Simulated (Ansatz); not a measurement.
System: Ti$_{2}$O.

Input

```
crystal:
  lattice:
    - [2.9575078972, 0.11297774, 0.0021845275]
    - [-1.3809123558, 2.5006073789, 0.0077721134]
    - [0.003494512, 0.0163736918, 4.6729221723]
  atoms:
    - { symbol: Ti, position: [0.6661175366, 0.3253042024, 0.2623373552] }
    - { symbol: Ti, position: [0.3434317662, 0.6751397685, 0.7381769732] }
    - { symbol: O, position: [-0.0095493028, -0.0004439709, -0.0005143284] }
basis:
  ecutwfc: 420
kpoints:
  mp_grid: { grid: [12, 12, 8] }
hamiltonian:
  xc: pbesol
scf:
  occupations: { method: gaussian, width: 0.15 }
output:
  forces: true
  stress: true
  eigenvalues: true
  write_density: true
  write_potential: true
  elf: true
  volumetric_format: npy
relax:
  adjacent_minimum: "off"
  f_tol: 0.01
  max_steps: 80
```

Launched as:

```sh
ansatz run input.yaml --threads 2 --pin off --max-ram 5120MiB --backend cpu --events-out ev --progress --plain --runs-dir out
```

Below, planes, directions and counts refer to the conventional cell (a = 2.86 Å, b = 2.96 Å, c = 4.67 Å, α = 90.09°, β = 90.31°, γ = 116.72°).

The fields are those of the run's last geometry, not of the input's.

Space group P-1; changed on purpose from its base cell (all atoms moved at random, sigma 0.05 A a component, cell strained at random, sigma 0.03; relaxed back); computed pressure about 3 GPa in this cell; computed without spin polarisation.

Level of theory: DFT PBEsol, scalar-relativistic, plane waves, PAW (Ansatz 0.2.0).

### Predict the valence pseudo-density and electron localisation function between the atoms.

Ti–O (2.05 Å): ρ is about 0.54 e/Å³ halfway; the ELF peaks at about 0.80 in the valence shell of O, 0.6 Å from its nucleus, and is about 0.15 at the midpoint (no shared electron pair shows on this line).
Ti–Ti (2.78 Å): the density is about 0.24 e/Å³ at the midpoint; the ELF is about 0.25 at the midpoint (no shared electron pair shows on this line).
The ELF has a maximum of about 0.85 in the space between the atoms, 1.8 Å from four Ti atoms, on no atom or two-centre bond.

### Does the calculation make it a metal, or give it a gap?

It is metallic or semimetallic at this level of theory: no gap opens; semilocal functionals without U, or without the true magnetic order, often close the gap of such compounds.

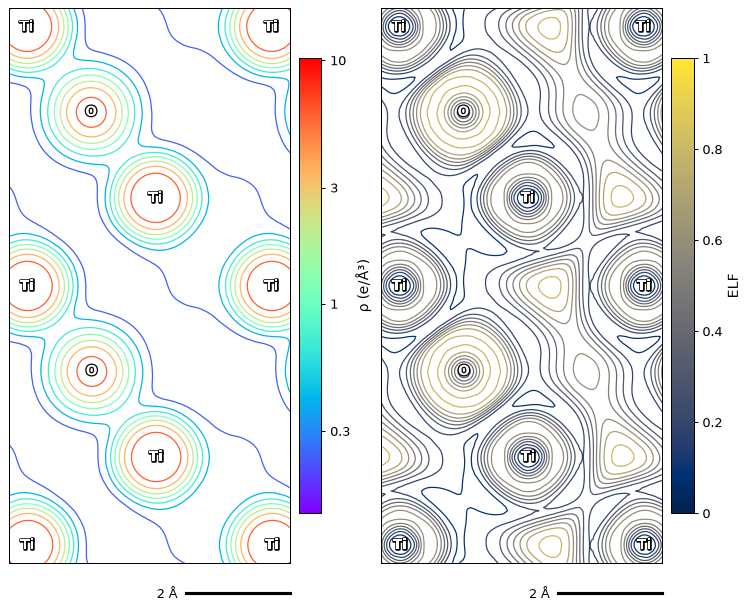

Computed valence pseudo-density and electron localisation function on the (110) plane of the conventional cell, in this order. 
